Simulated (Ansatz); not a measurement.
# Zn4SiN: what a guessed cell relaxes into, part 2 of 2

The task: take a trial cell of Zn4SiN to zero force and stress.

Ansatz 0.2.0; DFT PBE, scalar-relativistic, plane waves, PAW. The steps go on from the part before.

**4. Full relaxation**

Input file input.yaml:

```yaml
crystal:
  lattice:
    - [0.0, 3.48926162, 3.48926162]
    - [3.48926162, 0.0, 3.48926162]
    - [3.48926162, 3.48926162, 0.0]
  atoms:
    - { symbol: Zn, position: [0.62514974, 0.62514974, 0.12455079] }
    - { symbol: Zn, position: [0.62514974, 0.62514974, 0.62514974] }
    - { symbol: Zn, position: [0.12455079, 0.62514974, 0.62514974] }
    - { symbol: Zn, position: [0.62514974, 0.12455079, 0.62514974] }
    - { symbol: Si, position: [0.0, 0.0, 0.0] }
    - { symbol: "N", position: [0.25, 0.25, 0.25], spin: 1.23 }
basis:
  ecutwfc: 420
kpoints:
  mp_grid: { grid: [10, 10, 10] }
hamiltonian:
  xc: pbe
scf:
  occupations: { method: gaussian, width: 0.1 }
output:
  forces: true
  stress: true
  eigenvalues: true
  populations: true
  write_density: true
  write_potential: true
  elf: true
  volumetric_format: npy
magnetization:
  spin_polarized: true
relax:
  adjacent_minimum: "off"
  f_tol: 0.01
  max_steps: 80
  cell: { stress_tol: 0.05 }
```

The run is started by

```sh
$ ansatz run input.yaml --threads 1 --pin off --max-ram 2560MiB --backend cpu --events-out ev --progress --plain --runs-dir out
```

The log of the run:

```text
Warning: RAYON_NUM_THREADS=1 ignored (pool sized by the plan → 1); use --threads N
Engine: ansatz 0.2.0, x86_64-unknown-linux-gnu
Pseudopotentials: kind: paw
Pseudopotential: Zn, paw, valence charge 12, recommended cutoff 420 eV (normal), Zn.paw.azcp
Pseudopotential: Si, paw, valence charge 4, recommended cutoff 420 eV (normal), Si.paw.azcp
Pseudopotential: N, paw, valence charge 5, recommended cutoff 420 eV (normal), N.paw.azcp
Functional definition: PBE
  parameter kappa = 0.804
  parameter beta = 0.06672455060314922
  exchange = pbe_x(kappa = kappa, mu = beta*pi^2/3)
  correlation = pbe_c(beta = beta)
Crystal: 6 atoms, lattice volume = 84.963 Å³
Basis set: ecut = 420 eV, 1639 PW (Γ), exchange–correlation on 72×72×72 points (8 copies of the dense FFT grid, shifted against one another)
Bands: 36, of which v1, the nominal top of the filled ones, is band 29 counted from 1 (28 counted from 0)
Symmetry: 24 space group operations
Space group: F-43m (ITA 216), of the structure as read, at distance tolerance 4.4e-5 Å
Magnetic group: BNS 216.74 (UNI 1576), of the structure as read, at distance tolerance 4.4e-5 Å
k-points: 47 of 1000 (time reversal used)
Non-local potential: Zn, projectors of the file, l = 0: 2, l = 1: 2, l = 2: 3, l = 3: 1
Non-local potential: Si, projectors of the file, l = 0: 2, l = 1: 2, l = 2: 2
Non-local potential: N, projectors of the file, l = 0: 2, l = 1: 2, l = 2: 1
PAW form: soft (Blöchl's): semilocal exchange-correlation on the pseudo side does not see the compensation charge
PAW one-centre angular grid: Zn, 590 points (default); XC on 64 Gauss nodes
PAW one-centre angular grid: Si, 110 points (default); XC on 64 Gauss nodes
PAW one-centre angular grid: N, 110 points (default); XC on 64 Gauss nodes
Starting moments: Σ|m| = 1.23 μB on 1 of 6 sites
Initial wavefunctions: pseudopotential atomic-orbital guess
Functional: x = pbe(κ = 0.804, μ = 0.2195149727645171), c = pbe(β = 0.06672455060314922)
SCF iter   1: F=—  HF=-14290.912674 eV  |F-HF|=—  |Δ(HF+E_count)|=         —  Δρ=2.90e-2 (↑2.90e-2 ↓2.23e-2)  dr2=3.05e0  dr2_m=1.29e-2  M=1.023 μB ∫|m|=1.175 μB  β_m=0.30  ethr=3.10e-3  ⟨swp⟩=7.1  Hψ=14952  notcnv=0
preconditioner: auto → Kerker (q_TF=auto, 2.553 Å⁻¹)  [metal: Δε(μ)=0.012 eV  Ē_g=10.275 eV  σ=0.100 eV  W_gap=0.07  n_scr=26 (ndim 8)  ℏωp=30.4 eV  f_vac=0.000  D(μ)=2.25/eV (n_scr^D=14)]
spin=Collinear: Kerker preconditioning applied to the charge; magnetization (m = ρ↑ − ρ↓) channel mixes plain (no charge-response kernel on spin).
SCF iter   2: F=—  HF=-14290.567004 eV  |F-HF|=—  |Δ(HF+E_count)|=   3.46e-1  Δρ=1.10e-2 (↑1.10e-2 ↓1.02e-2)  dr2=3.47e-1  dr2_m=2.99e-3  M=1.092 μB ∫|m|=1.250 μB  β_m=0.30  ethr=3.10e-3  ⟨swp⟩=2.0  Hψ=4682  notcnv=0  defer=90
SCF iter   3: F=—  HF=-14290.545075 eV  |F-HF|=—  |Δ(HF+E_count)|=   2.19e-2  Δρ=8.16e-3 (↑8.16e-3 ↓7.16e-3)  dr2=1.62e-1  dr2_m=2.13e-3  M=1.089 μB ∫|m|=1.255 μB  β_m=0.30  ethr=6.09e-4  ⟨swp⟩=1.1  Hψ=3265  notcnv=0  defer=136
SCF iter   4: F=—  HF=-14290.517300 eV  |F-HF|=—  |Δ(HF+E_count)|=   2.78e-2  Δρ=1.51e-3 (↑1.43e-3 ↓1.51e-3)  dr2=1.78e-3  dr2_m=1.12e-3  M=1.079 μB ∫|m|=1.252 μB  β_m=0.30  ethr=2.84e-4  ⟨swp⟩=2.1  Hψ=4568  notcnv=0  defer=136
SCF iter   5: F=—  HF=-14290.518602 eV  |F-HF|=—  |Δ(HF+E_count)|=   1.30e-3  Δρ=1.28e-3 (↑1.12e-3 ↓1.28e-3)  dr2=1.04e-3  dr2_m=6.58e-4  M=1.078 μB ∫|m|=1.258 μB  β_m=0.30  ethr=3.12e-6  ⟨swp⟩=2.0  Hψ=5842  notcnv=0  defer=136
SCF iter   6: F=—  HF=-14290.521133 eV  |F-HF|=—  |Δ(HF+E_count)|=   2.53e-3  Δρ=8.83e-4 (↑8.83e-4 ↓7.57e-4)  dr2=5.37e-4  dr2_m=3.80e-4  M=1.078 μB ∫|m|=1.264 μB  β_m=0.30  ethr=1.83e-6  ⟨swp⟩=2.0  Hψ=5886  notcnv=0  defer=136
SCF iter   7: F=—  HF=-14290.521631 eV  |F-HF|=—  |Δ(HF+E_count)|=   4.98e-4  Δρ=7.51e-4 (↑7.51e-4 ↓5.54e-4)  dr2=2.70e-4  dr2_m=2.35e-4  M=1.078 μB ∫|m|=1.268 μB  β_m=0.30  ethr=9.42e-7  ⟨swp⟩=1.9  Hψ=3821  notcnv=0  defer=138
Mixer restart at iter 7: flushing history
spin-set hold released at iteration 7 (site moments contracting): the magnetisation degrees of freedom join the quasi-Newton model from the next iteration; the mixer history was flushed
SCF iter   8: F=—  HF=-14290.521915 eV  |F-HF|=—  |Δ(HF+E_count)|=   2.84e-4  Δρ=6.18e-4 (↑6.18e-4 ↓4.25e-4)  dr2=1.89e-4  dr2_m=1.43e-4  M=1.078 μB ∫|m|=1.271 μB  β_m=0.65  ethr=4.74e-7  ⟨swp⟩=2.0  Hψ=3839  notcnv=0  defer=138
SCF iter   9: F=—  HF=-14290.522319 eV  |F-HF|=—  |Δ(HF+E_count)|=   4.05e-4  Δρ=2.12e-4 (↑1.17e-4 ↓2.12e-4)  dr2=6.76e-5  dr2_m=5.33e-6  M=1.078 μB ∫|m|=1.282 μB  β_m=0.55  ethr=3.32e-7  ⟨swp⟩=2.0  Hψ=5948  notcnv=0  defer=138
SCF iter  10: F=—  HF=-14290.522309 eV  |F-HF|=—  |Δ(HF+E_count)|=   1.05e-5  Δρ=7.31e-5 (↑7.31e-5 ↓6.66e-5)  dr2=1.09e-6  dr2_m=3.20e-6  M=1.078 μB ∫|m|=1.283 μB  β_m=0.77  ethr=1.19e-7  ⟨swp⟩=2.0  Hψ=5930  notcnv=0  defer=146
SCF iter  11: F=—  HF=-14290.522319 eV  |F-HF|=—  |Δ(HF+E_count)|=   9.87e-6  Δρ=3.53e-5 (↑2.69e-5 ↓3.53e-5)  dr2=4.23e-7  dr2_m=6.73e-7  M=1.079 μB ∫|m|=1.286 μB  β_m=0.89  ethr=1.92e-9  ⟨swp⟩=2.5  Hψ=6062  notcnv=0  defer=146
SCF iter  12: F=—  HF=-14290.522320 eV  |F-HF|=—  |Δ(HF+E_count)|=   7.18e-7  Δρ=1.60e-5 (↑1.60e-5 ↓1.34e-5)  dr2=2.95e-8  dr2_m=1.61e-7  M=1.080 μB ∫|m|=1.287 μB  β_m=0.94  ethr=1.75e-10  ⟨swp⟩=11.0  Hψ=23766  notcnv=0
SCF iter  13: F=—  HF=-14290.522320 eV  |F-HF|=—  |Δ(HF+E_count)|=   3.00e-7  Δρ=1.53e-5 (↑7.55e-6 ↓1.53e-5)  dr2=5.03e-7  dr2_m=2.34e-8  M=1.080 μB ∫|m|=1.288 μB  β_m=0.81  ethr=5.17e-11  ⟨swp⟩=8.6  Hψ=21913  notcnv=0
SCF iter  14: F=—  HF=-14290.522320 eV  |F-HF|=—  |Δ(HF+E_count)|=   7.75e-8  Δρ=5.07e-6 (↑5.07e-6 ↓3.43e-6)  dr2=6.75e-9  dr2_m=1.19e-8  M=1.080 μB ∫|m|=1.288 μB  β_m=0.90  ethr=5.17e-11  ⟨swp⟩=5.4  Hψ=20566  notcnv=0
SCF iter  15: F=-14290.522320 eV  HF=-14290.522320 eV  |F-HF|=5.20e-10  |Δ(HF+E_count)|=   1.57e-8  Δρ=7.70e-7 (↑7.65e-7 ↓7.70e-7)  dr2=1.98e-9  dr2_m=1.91e-10  M=1.080 μB ∫|m|=1.288 μB  ethr=1.18e-11  ⟨swp⟩=6.9  Hψ=18190  notcnv=0
SCF 1 converged in 15 iterations: F = -14290.522320 eV  dr2 = 1.98e-9
relax step   1: F+E_penalty+E_count = -14290.52231981 eV  Δ(F+E_penalty+E_count) = +0.000e0 eV  max|allowed force component| = 6.953e-2 eV/Å  Δτ_max = 0.0000 Å  P = +3.319 GPa  Ω = 84.963 Å³  (15 SCF iters, dr2 threshold 1.00e-7 eV, accepted)
[... 18 lines left out ...]
relax step   2: F+E_penalty+E_count = -14290.54859867 eV  Δ(F+E_penalty+E_count) = -2.628e-2 eV  max|allowed force component| = 3.126e-2 eV/Å  Δτ_max = 0.0019 Å  P = +1.175 GPa  Ω = 87.011 Å³  energy of the carried Pulay correction = -2.785e-3 eV  (8 SCF iters, dr2 threshold 6.00e-7 eV, accepted)
[... 14 lines left out ...]
relax step   3: F+E_penalty+E_count = -14290.55176026 eV  Δ(F+E_penalty+E_count) = -3.162e-3 eV  max|allowed force component| = 3.362e-3 eV/Å  Δτ_max = 0.0016 Å  P = +0.085 GPa  Ω = 88.174 Å³  energy of the carried Pulay correction = -4.339e-3 eV  (7 SCF iters, dr2 threshold 6.00e-7 eV, accepted)
[... 11 lines left out ...]
relax step   4: F+E_penalty+E_count = -14290.55166334 eV  Δ(F+E_penalty+E_count) = +9.692e-5 eV  max|allowed force component| = 8.334e-6 eV/Å  Δτ_max = 0.0002 Å  P = +0.001 GPa  Ω = 88.268 Å³  energy of the carried Pulay correction = -4.463e-3 eV  (6 SCF iters, dr2 threshold 1.80e-8 eV, accepted)
[... 13 lines left out ...]
relax step   5: F+E_penalty+E_count = -14290.55647190 eV  Δ(F+E_penalty+E_count) = -4.809e-3 eV  max|allowed force component| = 8.224e-5 eV/Å  Δτ_max = 0.0000 Å  P = +0.036 GPa  Ω = 88.268 Å³  stress off target by 3.60e-2 GPa  SCF on the basis re-selected at this cell (its energy is not comparable with the rows above)  (8 SCF iters)
basis re-selected at this cell: Δ(F+E_penalty+E_count) = -4.809e-3 eV, ΔP = +0.035 GPa vs the last step (what re-selecting the basis moved, of the pressure what is left beyond the Pulay correction that the steps carried, after the strain that the cell walked since its last selection, with what the two solves' SCF thresholds leave and, on support functions, any second-order correction that the steps lacked; it is no measure of the basis error at this ecutwfc). This SCF's stress stands 3.60e-2 GPa from its target on what of the cell is left free (relax.cell.stress_tol is 5.00e-2 GPa) and its largest allowed force component is 8.22e-5 eV/Å (relax.f_tol is 1.00e-2 eV/Å): within both
SCF converged after 8 iterations
Magnetization: 1.1213 μB (29.0607 up, 27.9393 down)
Absolute magnetization: 1.3710 μB (∫|ρ↑−ρ↓|, with the PAW one-centre terms)
Spin contamination: 0.1161 ħ² per cell (⟨S²⟩ above its minimum at these occupations)
Per-site moments (μB) at R_I (Å): [(-0.004241529585841586, 1.0294372475530498), (-0.004241529585840907, 1.0294372475530498), (-0.004241529585841252, 1.0294372475530498), (-0.004241529585841166, 1.0294372475530498), (0.037436598477437875, 1.2088429132923342), (1.107653737111459, 1.2085561685562318)]
Free energy (F): -14290.556472 eV
Harris-Foulkes:  -14290.556472 eV  (|F-HF|=1.09e-11)
Internal energy: -14290.549974 eV  (E = F + TS)
E sigma→0 (E₀):  -14290.553223 eV
Entropy (-TS):   -0.006498 eV (-1.083 meV/atom)
Fermi energy:    9.637079 eV
--- Per-component energies (eV) ---
  E_band       = 153.500528
  E_kinetic    = 682.005652
  E_local      = -7301.489762  (includes V_loc(G=0)·N_el)
  E_nonlocal   = 2516.728640
  E_hartree    = 3086.033674
  E_xc         = -662.844826
  E_vxc        = -329.102139  (∫ρ·V_xc dr)
  E_paw        = -7937.371992  (= ΣΔE_a)
  E_vpaw       = -1586.707758  (= ΣTr[D̂ρ^β])
  E_aug_tail   = -0.001180  (compensation charges beyond the density's cutoff)
  E_ewald      = -4673.610180
  E_smearing   = -0.006498  (= −TS)
  E_closure    = 0.000000  (closes the sum)
  Σ components = -14290.556472   (vs F -14290.556472, Δ=0.00e0)
--- Forces (eV/Å), atoms counted from 1 ---
  atom   1  Zn    -0.00008224    -0.00008224     0.00008224
  atom   2  Zn     0.00008224     0.00008224     0.00008224
  atom   3  Zn     0.00008224    -0.00008224    -0.00008224
  atom   4  Zn    -0.00008224     0.00008224    -0.00008224
  atom   5  Si     0.00000000    -0.00000000    -0.00000000
  atom   6  N      0.00000000     0.00000000     0.00000000
  max |Σ_I F_I| component: 5.20e-17 eV/Å
--- Stress (GPa, compression-positive) ---
        0.035992      -0.000000      -0.000000
       -0.000000       0.035992      -0.000000
       -0.000000       0.000000       0.035992
  P = ⅓ Tr σ = 0.0360 GPa (0.360 kbar)
--- Band table (eV; the first three rows and the last of 94) ---
  k-point 0 ↑: bands = ["-4.1217", "-0.4795", "0.9239", "0.9866", "0.9866", "0.9866", "1.3074", "1.3074", "1.4821", "1.4821", "1.4821", "2.2504", "2.2504", "2.2504", "2.2951", "2.2951", "2.3112", "2.3112", "2.3112", "2.7508", "2.7508", "2.7508", "6.3070", "6.8099", "6.8099", "6.8099", "7.6635", "8.0518", "8.0518", "8.0518", "11.1810", "11.1810", "11.1810", "11.5333", "11.5333", "14.9284"]
[... 3 lines left out ...]
--- Relaxed structure (4 steps of the walk, 4 accepted, 1 SCFs on fresh bases) ---
  F+E_penalty+E_count = -14290.55647190 eV   max|allowed force component| = 8.224e-5 eV/Å   (the final SCF, on the basis selected at the relaxed cell)
  cell:  # Å, volume = 88.2681 Å³
    - [1.1868390568999855e-33, 3.533930101649128, 3.533930101649128]
    - [3.533930101649128, 6.204887877615093e-34, 3.533930101649128]
    - [3.533930101649128, 3.533930101649128, 2.0949620740800733e-33]
  atoms:
    - { symbol: Zn, position: [0.624836901489448, 0.624836901489448, 0.12548929553165578] }
    - { symbol: Zn, position: [0.624836901489448, 0.624836901489448, 0.624836901489448] }
    - { symbol: Zn, position: [0.12548929553165578, 0.624836901489448, 0.6248369014894481] }
    - { symbol: Zn, position: [0.624836901489448, 0.12548929553165578, 0.6248369014894481] }
    - { symbol: Si, position: [-1.5098357374375828e-17, -1.508864720598491e-17, -1.496500439514054e-17] }
    - { symbol: N, position: [0.25, 0.25, 0.25] }
--- Löwdin populations: 6 sites ---
  site symbol       q [e]    m [muB]
     0     Zn     11.1321    -0.0111
     1     Zn     11.1321    -0.0111
     2     Zn     11.1321    -0.0111
     3     Zn     11.1321    -0.0111
     4     Si      5.1527     0.0751
     5      N      5.9366     1.1728
  spilling = 0.024255 (of n_electrons = 57.000000)
```

Wall time 98 s (1 thread of Intel Xeon 6975P-C (Granite Rapids), shared host); peak memory 0.56 GiB.

The steps of the relaxation:

```
step  energy from step 1 (eV/cell)  largest force component (eV/Å)  pressure (GPa)  volume (Å³)
   1                        0.0000                          0.0695            3.32        84.96
   2                       -0.0263                          0.0313            1.17        87.01
   3                       -0.0294                          0.0034            0.08        88.17
   4                       -0.0293                          0.0000            0.00        88.27
   5                       -0.0342                          0.0001            0.04        88.27
```

Step 1 is the start. Step 5 repeats the geometry before it on a plane-wave basis chosen anew for that cell, so its energy need not be comparable with the rows above.

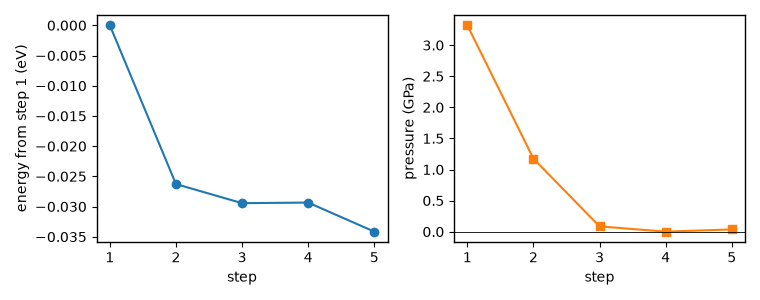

Energy and pressure along the relaxation.

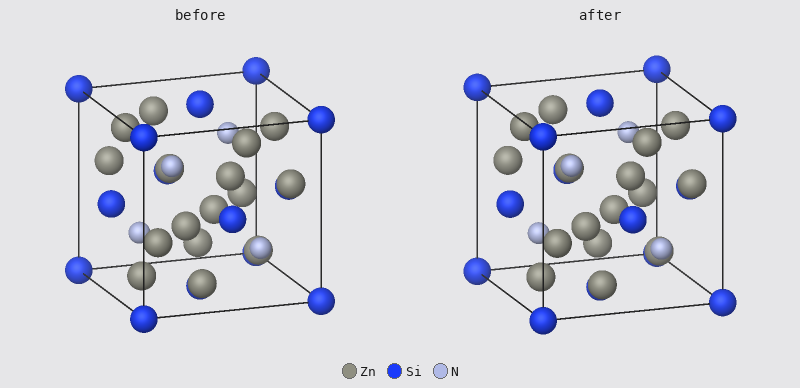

Before and after, at one scale. The change is too small to see at this scale.

Lengths and angles in the start's conventional setting:

|  | before | after | change |
| --- | --- | --- | --- |
| a (Å) | 6.979 | 7.068 | +1.3 % |
| b (Å) | 6.979 | 7.068 | +1.3 % |
| c (Å) | 6.979 | 7.068 | +1.3 % |
| volume (Å³/atom) | 14.16 | 14.71 | +3.9 % |
| shortest distance (Å) | 2.464 | 2.496 | +1.3 % |
| space group (0.01 Å) | F-43m | F-43m | same |

Forces and stress were held to the start's 24 operations: a distortion of lower symmetry was not tested.

By site:

```tsv
atom	moment in the atom's sphere (μB)	Löwdin electrons
Zn1	0.00	11.13
Zn2	0.00	11.13
Zn3	0.00	11.13
Zn4	0.00	11.13
Si5	0.04	5.15
N6	1.11	5.94
```

The Löwdin counts miss 1.38 of the 57 electrons, which the atomic orbitals do not span, so they are no charges.

Axes a, b and c in the maps are those of this run's conventional cell (a, b, c = 7.068, 7.068, 7.068 Å).

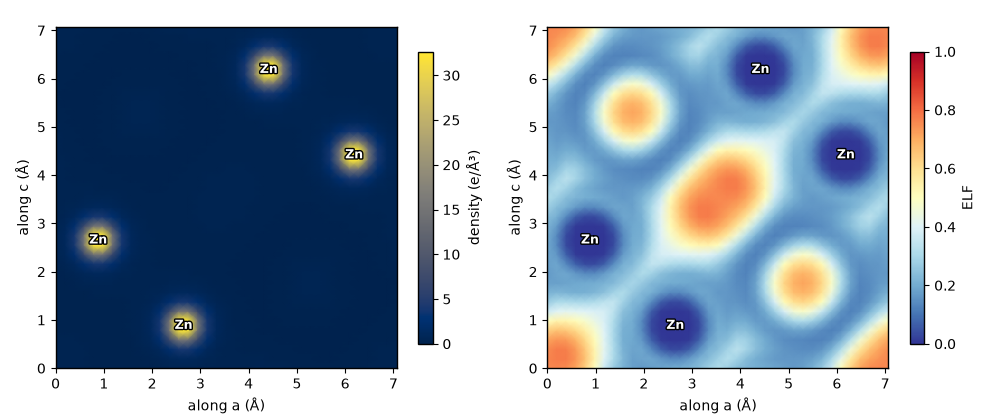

Density (left) and ELF (right) in a lattice plane of the grid's cell (edges 7.07 and 7.07 Å, at 0.125 of the third edge), which holds Zn. Only atoms in the plane are labelled. Both are smooth fields of the valence electrons: close to the nuclei they are not physical.

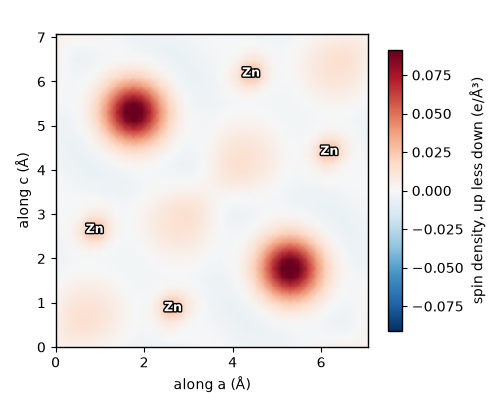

Spin density in a lattice plane of the grid's cell (edges 7.07 and 7.07 Å, at 0.125 of the third edge), which holds Zn.

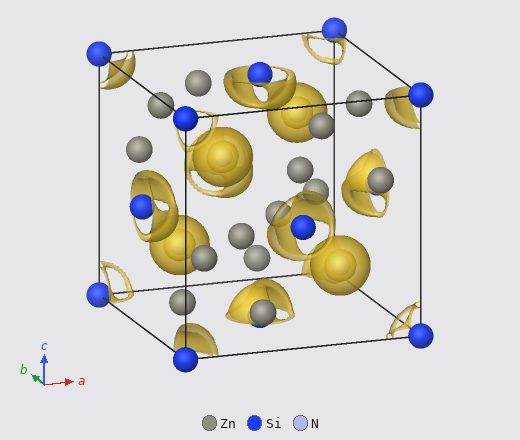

Surface of ELF = 0.76, drawn in one cell.

Outside the cores ELF peaks at 0.84 in the shell around N, 0.7 Å from N; 0.82 in the shell around Si, 0.9 Å from Si; 0.52 between the atoms, 1.5 Å from Zn.

**5. Outcome**

What follows sums up all 2 parts. Changes of volume or cell count from the first structure of part 1.

```
                                                              quantity                                                                      value
                                symmetry at the end (tolerance 0.05 Å)                                                space group F-43m (No. 216)
                                                     conventional cell  a = 7.068 Å, b = 7.068 Å, c = 7.068 Å, α = 90.00°, β = 90.00°, γ = 90.00°
                                                                volume                                                              14.71 Å³/atom
energy over the elements (uncorrected; H, N, O, F and Cl as molecules)                                                              +0.90 eV/atom
                                                       gap on the mesh                                                               none (metal)
                                                          total moment                                                               1.12 μB/cell
```

**Reading.** The space group F-43m (No. 216) is kept, and the volume per atom grows by 3.9 % from the first guess. The formation energy is positive, so the separate elements lie lower. No finished test with a distortion of lower symmetry is shown, so the end may be a saddle point. Other magnetic orders were not searched.
